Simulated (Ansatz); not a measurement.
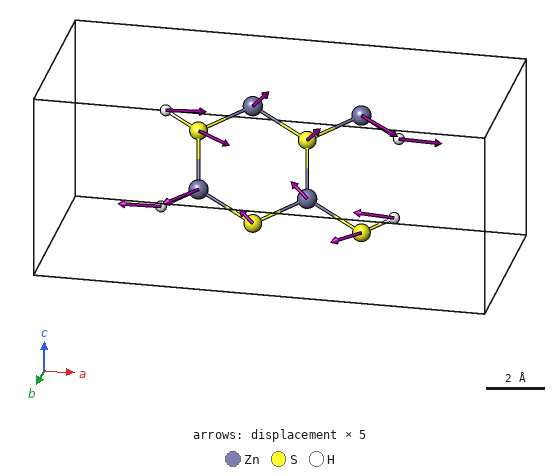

This is a relaxation of a wire of composition ZnHS. The starting structure is drawn; purple arrows show the displacements (the part carried along by the change of the cell is left out), 5 times their true length.

Style: ball-and-stick. Shown: the cell of the calculation, with the vacuum cut short, from a free direction.

Case: armchair ribbon, 4 formula units a period, edges capped with H.

The calculation used Ansatz 0.2.0, DFT PBE, scalar-relativistic, plane waves, PAW.

The input:
```yaml
crystal:
  lattice:
    - [17.5, 0.0, 0.0]
    - [0.0, 9.3, 0.0]
    - [0.0, 0.0, 6.7308988119]
  atoms:
    - { symbol: Zn, position: [0.5555155177, 0.5, 0.3333333333] }
    - { symbol: Zn, position: [0.6665465532, 0.5, 0.8333333333] }
    - { symbol: Zn, position: [0.3334534468, 0.5, 0.3333333333] }
    - { symbol: Zn, position: [0.4444844823, 0.5, 0.8333333333] }
    - { symbol: S, position: [0.6665465532, 0.5, 0.1666666667] }
    - { symbol: S, position: [0.4444844823, 0.5, 0.1666666667] }
    - { symbol: S, position: [0.5555155177, 0.5, 0.6666666667] }
    - { symbol: S, position: [0.3334534468, 0.5, 0.6666666667] }
    - { symbol: H, position: [0.7432516604, 0.5, 0.7181926929] }
    - { symbol: H, position: [0.2567483396, 0.5, 0.2181926929] }
    - { symbol: H, position: [0.7333542272, 0.5, 0.2669504503] }
    - { symbol: H, position: [0.2666457728, 0.5, 0.7669504503] }
basis:
  ecutwfc: 420
kpoints:
  mp_grid: { grid: [1, 1, 5] }
hamiltonian:
  xc: pbe
scf:
  occupations: { method: gaussian, width: 0.05 }
output:
  forces: true
  stress: true
  eigenvalues: true
  populations: true
  write_density: true
  write_potential: true
  elf: true
  volumetric_format: npy
relax:
  adjacent_minimum: "off"
  f_tol: 0.02
  max_steps: 45
  cell: { fix: [a, b, alpha, beta, gamma], stress_tol: 0.03 }
```

Command:
```bash
ansatz run input.yaml --threads 4 --pin off --max-ram 11264MiB --backend cpu --events-out ev --progress --plain --runs-dir out
```

Q: Describe the change and its energy.

A: The largest moves relative to the centre of the atoms, 0.31 Å, are those of H9 and H10. Largest moves by element: H 0.31 Å, Zn 0.30 Å, S 0.25 Å. Along the periodic axis the drawn cell goes c 6.731 → 6.707 Å (−0.4 %). Some distances before and after: Zn2–S5 2.244 → 2.331 Å, Zn2–S7 2.244 → 2.282 Å, Zn1–S5 2.244 → 2.272 Å, Zn1–S7 2.244 → 2.223 Å. Among the angles between lasting bonds that change: S5–Zn2–S7 120.0° → 100.5°, Zn1–S5–Zn2 120.0° → 138.2°, S7–Zn2–H9 120.0° → 132.6°. After 6 accepted moves (7 points after the start) the energy has fallen by 0.440 eV per cell of the calculation. The largest force component goes from 0.74 to 0.014 eV/Å. At 1 point the geometry stayed and the basis and grid were re-selected for the new cell (energy shift of 0.4 meV per cell of the calculation at most each time).
